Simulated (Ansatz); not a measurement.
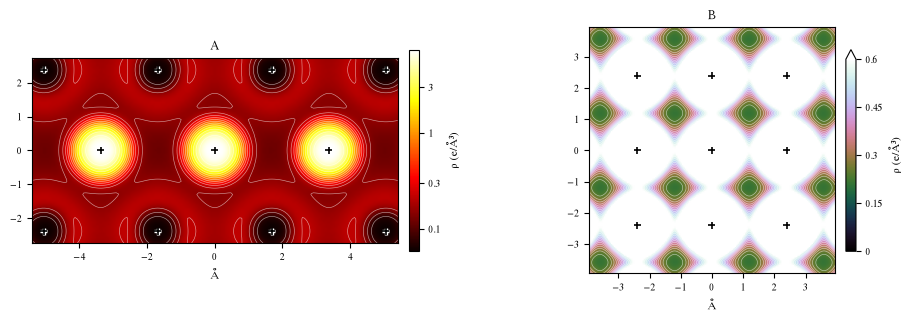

The valence charge density (pseudo) of 2 systems, each on a plane through atoms (crosses mark nuclei in the plane).

Method: Ansatz 0.2.0, DFT r2SCAN, scalar-relativistic, plane waves, PAW.

System 1: Rh, the (001) plane of the conventional cell. Space group I4/mmm; computed pressure about 23 GPa in this cell; computed without spin polarisation.

System 2: ScAl, the (011) plane of the conventional cell. Space group Pm-3m; a structure from a database of computed crystals, not necessarily the ambient phase.

### Which map belongs to which system?

Panel A is system 2, ScAl: the plane holds Sc and Al. Sc–Al (2.92 Å): ρ at the midpoint is about 0.16 e/Å³. Panel B is system 1, Rh: the plane holds Rh. Rh–Rh (2.39 Å): ρ is about 0.62 e/Å³ halfway.
